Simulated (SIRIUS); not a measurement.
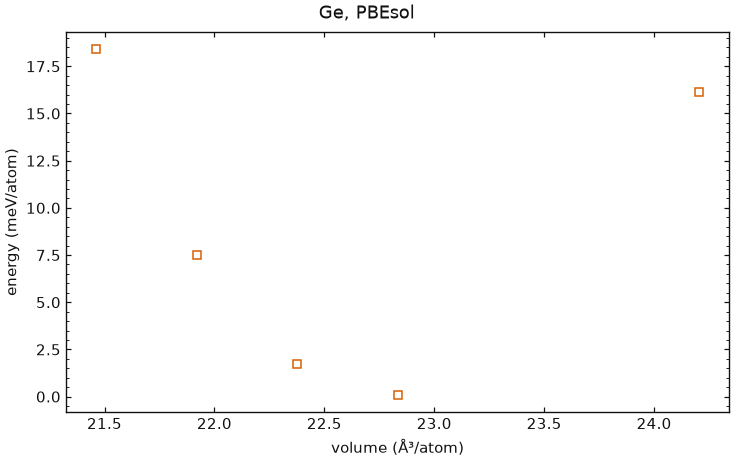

The picture above shows the energy against volume for Ge, space group P6_3/mmc (No. 194).

Cell as given: a = 3.998 Å, b = 3.998 Å, c = 6.599 Å, α = 90.00°, β = 90.00°, γ = 120.00°; 4 atoms.

Calculation (SIRIUS 7.12.0): all-electron LAPW DFT, no spin polarisation; energies at scaled volumes of the given cell, shape and fractions fixed, counted from the fit's minimum, third-order Birch-Murnaghan fit. Level: PBEsol.

```json
{"setting": "k mesh", "value": "8×8×4"}
{"setting": "occupations", "value": "Fermi–Dirac"}
{"setting": "smearing width", "value": "0.05 eV"}
{"setting": "potentials", "value": "all electron FP LAPW"}
{"setting": "program settings", "value": "basis apw+lo standard, gk cutoff 3.77 1/bohr, pw cutoff 20 1/bohr"}
```

The points at volume 23.29 Å³/atom and 23.75 Å³/atom are left out of the plot. What values does the calculation give there?

```tsv
volume (Å³/atom)	energy (meV/atom)
23.29	2.15
23.75	7.46
```

Note: shape and atomic fractions are frozen while scaling, which makes layered, chain and framework solids too stiff.
